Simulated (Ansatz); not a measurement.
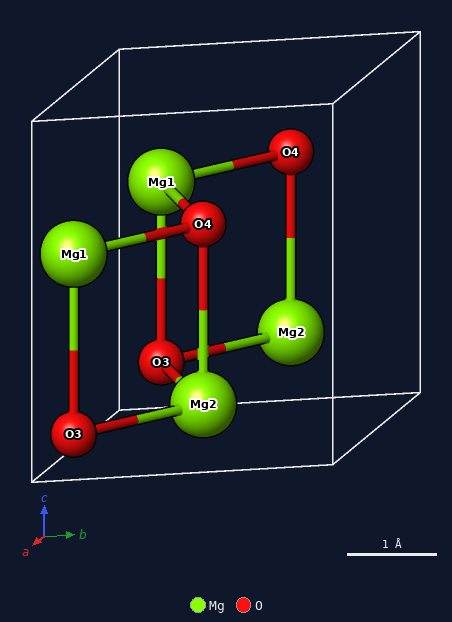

Figure 1. The structure as given in the input (ball-and-stick view of the cell of the calculation, repeated 2 × 1 × 1, seen slightly off an axis; atoms are numbered from 1 in the order of the input). Near neighbours in the crystal (not all of them lie inside the picture): Mg has 5 O at 2.01 to 2.09 Å; O has 5 Mg at 2.01 to 2.09 Å.

**What a change does: single-point calculation on MgO**

System: MgO (P6₃/mmc, 4 atoms in the cell).
Method of run A: DFT, r2SCAN, plane waves, PAW, no spin polarisation (Ansatz 0.2.0).

The structure derives from a Materials Project entry. The geometry comes from this level: r2SCAN. Text and figures count atoms from 1; the logs count them from 0 in places.

Input, run A:
```yaml
crystal:
  lattice:
    - [3.4840796602, 0.0, 0.0]
    - [-1.7420398301, 3.0173014945, 0.0]
    - [0.0, 0.0, 4.1853171886]
  atoms:
    - { symbol: Mg, position: [0.6666666667, 0.3333333333, 0.75] }
    - { symbol: Mg, position: [0.3333333333, 0.6666666667, 0.25] }
    - { symbol: O, position: [0.6666666667, 0.3333333333, 0.25] }
    - { symbol: O, position: [0.3333333333, 0.6666666667, 0.75] }
kpoints:
  mp_grid: { grid: [9, 9, 6] }
hamiltonian:
  xc: r2scan
scf:
  occupations: { method: fixed }
  n_extra_bands: 5
output:
  forces: true
  stress: true
  eigenvalues: true
```

Launched with:
```bash
ansatz run input.yaml --threads 2 --pin off --max-ram 2764MiB --backend cpu --events-out ev --progress --plain --runs-dir out
```

Hardware: 2 threads of Arm Neoverse V2, 24 GiB of memory available, shared host.

Output, shortened to warnings, some set-up lines, iterations and results (run A):
```
Basis set: ecut = 500 eV, 1131 PW (Γ), exchange–correlation on 108×108×128 points (64 copies of the dense FFT grid, shifted against one another)
Symmetry: 24 space group operations
k-points: 48 of 486
Initial density: superposition of atomic densities (neutral atoms: chi_scale 0, normalization atom), corrected by the library's trained network
[...]
SCF iter   1: F=—  HF=-4996.280052 eV  |F-HF|=—  |Δ(HF+E_count)|=         —  Δρ=9.24e-3  dr2=2.06e-2  dr2_τ=1.39e-1  ethr=1.77e-3  ⟨swp⟩=4.8  Hψ=4245  notcnv=0  defer=138
SCF iter   2: F=—  HF=-4996.421731 eV  |F-HF|=—  |Δ(HF+E_count)|=   1.42e-1  Δρ=4.66e-3  dr2=5.77e-3  dr2_τ=3.65e-4  ethr=6.43e-5  ⟨swp⟩=3.0  Hψ=2362  notcnv=0  defer=144
SCF iter   3: F=—  HF=-4996.421924 eV  |F-HF|=—  |Δ(HF+E_count)|=   1.93e-4  Δρ=1.56e-3  dr2=3.76e-4  dr2_τ=6.65e-5  ethr=1.80e-5  ⟨swp⟩=2.5  Hψ=1538  notcnv=0  defer=144
SCF iter   4: F=—  HF=-4996.421957 eV  |F-HF|=—  |Δ(HF+E_count)|=   3.28e-5  Δρ=5.30e-4  dr2=1.33e-4  dr2_τ=1.97e-5  ethr=1.18e-6  ⟨swp⟩=2.0  Hψ=1439  notcnv=0  defer=144
SCF iter   5: F=—  HF=-4996.421925 eV  |F-HF|=—  |Δ(HF+E_count)|=   3.14e-5  Δρ=9.48e-5  dr2=2.21e-6  dr2_τ=3.70e-7  ethr=4.16e-7  ⟨swp⟩=2.0  Hψ=1313  notcnv=0  defer=76
SCF iter   6: F=—  HF=-4996.421929 eV  |F-HF|=—  |Δ(HF+E_count)|=   4.03e-6  Δρ=1.85e-5  dr2=8.39e-8  dr2_τ=8.11e-9  ethr=3.13e-10  ⟨swp⟩=8.0  Hψ=5539  notcnv=0
SCF iter   7: F=-4996.421929 eV  HF=-4996.421929 eV  |F-HF|=4.16e-9  |Δ(HF+E_count)|=   2.70e-8  Δρ=5.24e-6  dr2=1.19e-8  dr2_τ=4.03e-10  ethr=2.62e-10  ⟨swp⟩=2.0  Hψ=3553  …
SCF 1 converged in 7 iterations: F = -4996.421929 eV  dr2 = 1.19e-8
SCF converged after 7 iterations
Free energy (F): -4996.421929 eV
Harris-Foulkes:  -4996.421929 eV  (|F-HF|=4.16e-9)
Internal energy: -4996.421929 eV  (E = F + TS)
E sigma→0 (E₀):  -4996.421929 eV
Fermi energy:    5.792135 eV
--- Per-component energies (eV) ---
  E_band       = -685.155224
  E_kinetic    = 511.743768
  E_local      = -3651.982249  (includes V_loc(G=0)·N_el)
  E_nonlocal   = 285.310290
  E_hartree    = 1302.930003
  E_xc         = -205.651354
  E_vxc        = -297.142345  (∫ρ·V_xc dr)
  E_paw        = -911.682458  (= ΣΔE_a)
  E_vpaw       = -158.417421  (= ΣTr[D̂ρ^β])
  E_aug_tail   = 0.002055  (compensation charges beyond the density's cutoff)
  E_vtau       = 19.470913  (kinetic-family band-sum trace: ∫τ·v_τ [+ j·A + Jᵃ·Aᵃ] dr)
  E_ewald      = -2326.975684
  E_core_change = -0.116298  (= ΣΔE_core)
  E_smearing   = -0.000000  (= −TS)
  E_closure    = 0.000000  (closes the sum)
  Σ components = -4996.421929   (vs F -4996.421929, Δ=0.00e0)
--- Forces (eV/Å), atoms counted from 1 ---
  atom   1  Mg     0.00000000     0.00000000     0.00000000
  atom   2  Mg     0.00000000    -0.00000000    -0.00000000
  atom   3  O      0.00000000     0.00000000     0.00000000
  atom   4  O     -0.00000000    -0.00000000     0.00000000
  max |Σ_I F_I| component: 3.76e-17 eV/Å
--- Stress (GPa, compression-positive) ---
        0.041717       0.000000      -0.000000
        0.000000       0.041717      -0.000000
       -0.000000      -0.000000       0.028816
  P = ⅓ Tr σ = 0.0374 GPa (0.374 kbar)
```

The input of run B differs as follows (lines with − go, lines with + come):
```diff
-    - [3.4840796602, 0.0, 0.0]
-    - [-1.7420398301, 3.0173014945, 0.0]
-    - [0.0, 0.0, 4.1853171886]
+    - [3.4488845301, 0.0, 0.0]
+    - [-1.7244422651, 2.9868216178, 0.0]
+    - [0.0, 0.0, 4.1430383669]
```

Predict how the results change.

With the same functional and potentials, run B lies 4.6 meV per atom higher. The gap on the mesh goes from 4.09 to 4.26 eV. The pressure goes from 0.04 to 4.50 GPa. The volume per atom goes from 11.00 to 10.67 Å³. The cell is scaled evenly with the atoms at fixed fractional positions, so −ΔP/Δ ln V estimates the bulk modulus midway between the two volumes: about 150 GPa. The number of SCF iterations is the same. The plane waves at Γ go from 1131 to 1095.

Output, shortened to warnings, some set-up lines, iterations and results (run B):
```
Basis set: ecut = 500 eV, 1095 PW (Γ), exchange–correlation on 108×108×128 points (64 copies of the dense FFT grid, shifted against one another)
Symmetry: 24 space group operations
k-points: 48 of 486
Initial density: superposition of atomic densities (neutral atoms: chi_scale 0, normalization atom), corrected by the library's trained network
[...]
SCF iter   1: F=—  HF=-4996.256389 eV  |F-HF|=—  |Δ(HF+E_count)|=         —  Δρ=9.27e-3  dr2=1.96e-2  dr2_τ=1.49e-1  ethr=1.77e-3  ⟨swp⟩=4.8  Hψ=4264  notcnv=0  defer=139
SCF iter   2: F=—  HF=-4996.403519 eV  |F-HF|=—  |Δ(HF+E_count)|=   1.47e-1  Δρ=4.73e-3  dr2=5.79e-3  dr2_τ=3.47e-4  ethr=6.11e-5  ⟨swp⟩=3.0  Hψ=2361  notcnv=0  defer=144
SCF iter   3: F=—  HF=-4996.403706 eV  |F-HF|=—  |Δ(HF+E_count)|=   1.87e-4  Δρ=1.63e-3  dr2=3.88e-4  dr2_τ=7.61e-5  ethr=1.81e-5  ⟨swp⟩=2.4  Hψ=1463  notcnv=0  defer=144
SCF iter   4: F=—  HF=-4996.403727 eV  |F-HF|=—  |Δ(HF+E_count)|=   2.08e-5  Δρ=5.18e-4  dr2=1.27e-4  dr2_τ=1.99e-5  ethr=1.21e-6  ⟨swp⟩=2.0  Hψ=1439  notcnv=0  defer=144
SCF iter   5: F=—  HF=-4996.403698 eV  |F-HF|=—  |Δ(HF+E_count)|=   2.89e-5  Δρ=9.33e-5  dr2=2.07e-6  dr2_τ=3.50e-7  ethr=3.97e-7  ⟨swp⟩=2.0  Hψ=1312  notcnv=0  defer=69
SCF iter   6: F=—  HF=-4996.403702 eV  |F-HF|=—  |Δ(HF+E_count)|=   3.55e-6  Δρ=1.70e-5  dr2=6.14e-8  dr2_τ=7.46e-9  ethr=3.13e-10  ⟨swp⟩=8.4  Hψ=5464  notcnv=0
SCF iter   7: F=-4996.403702 eV  HF=-4996.403702 eV  |F-HF|=4.22e-9  |Δ(HF+E_count)|=   1.88e-8  Δρ=5.16e-6  dr2=1.14e-8  dr2_τ=4.08e-10  ethr=1.92e-10  ⟨swp⟩=2.0  Hψ=3643  …
SCF 1 converged in 7 iterations: F = -4996.403702 eV  dr2 = 1.14e-8
SCF converged after 7 iterations
Free energy (F): -4996.403702 eV
Harris-Foulkes:  -4996.403702 eV  (|F-HF|=4.22e-9)
Internal energy: -4996.403702 eV  (E = F + TS)
E sigma→0 (E₀):  -4996.403702 eV
Fermi energy:    6.121339 eV
--- Per-component energies (eV) ---
  E_band       = -673.937001
  E_kinetic    = 513.462437
  E_local      = -3616.938625  (includes V_loc(G=0)·N_el)
  E_nonlocal   = 285.441533
  E_hartree    = 1290.225933
  E_xc         = -206.212731
  E_vxc        = -297.861939  (∫ρ·V_xc dr)
  E_paw        = -911.545961  (= ΣΔE_a)
  E_vpaw       = -157.933713  (= ΣTr[D̂ρ^β])
  E_aug_tail   = 0.001984  (compensation charges beyond the density's cutoff)
  E_vtau       = 19.439612  (kinetic-family band-sum trace: ∫τ·v_τ [+ j·A + Jᵃ·Aᵃ] dr)
  E_ewald      = -2350.721974
  E_core_change = -0.116298  (= ΣΔE_core)
  E_smearing   = -0.000000  (= −TS)
  E_closure    = 0.000000  (closes the sum)
  Σ components = -4996.403702   (vs F -4996.403702, Δ=0.00e0)
--- Forces (eV/Å), atoms counted from 1 ---
  atom   1  Mg     0.00000000    -0.00000000     0.00000000
  atom   2  Mg     0.00000000     0.00000000     0.00000000
  atom   3  O     -0.00000000    -0.00000000     0.00000000
  atom   4  O      0.00000000     0.00000000     0.00000000
  max |Σ_I F_I| component: 3.82e-17 eV/Å
--- Stress (GPa, compression-positive) ---
        4.403126       0.000000       0.000000
       -0.000000       4.403126       0.000000
        0.000000       0.000000       4.693046
  P = ⅓ Tr σ = 4.4998 GPa (44.998 kbar)
```

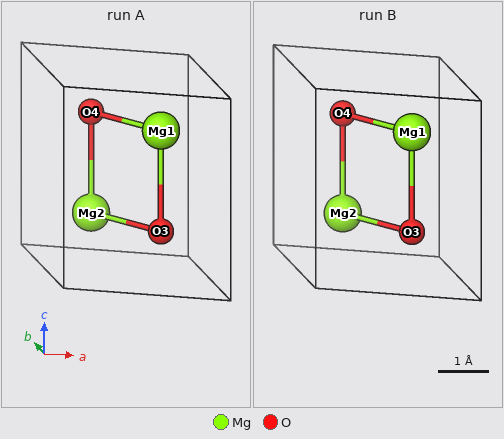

Figure 2. The two input geometries at one scale (ball-and-stick view of the cell of the calculation, seen slightly off an axis). The atoms keep their places relative to the cell (all moves are under 0.005 Å). Cell: a = b 3.484 → 3.449 Å (−1.0 %), c 4.185 → 4.143 Å (−1.0 %). Volume −3.0 %. Among the contacts that change: Mg1–O3 2.093 → 2.072 Å, Mg1–O4 2.012 → 1.991 Å.

The two runs side by side:

| quantity | run A | run B |
| --- | --- | --- |
| outcome | converged | converged |
| free energy per atom (eV) | −1249.1055 | −1249.1009 |
| gap on the mesh (eV) | 4.09 | 4.26 |
| pressure (GPa) | 0.04 | 4.50 |
| volume per atom (Å³) | 11.00 | 10.67 |
| largest force (eV/Å) | 0.000 | 0.000 |
| SCF iterations | 7 | 7 |
| irreducible k-points | 48 | 48 |
| plane waves at Γ | 1131 | 1095 |
| wall time (shared host) | 2.7 s | 2.7 s |
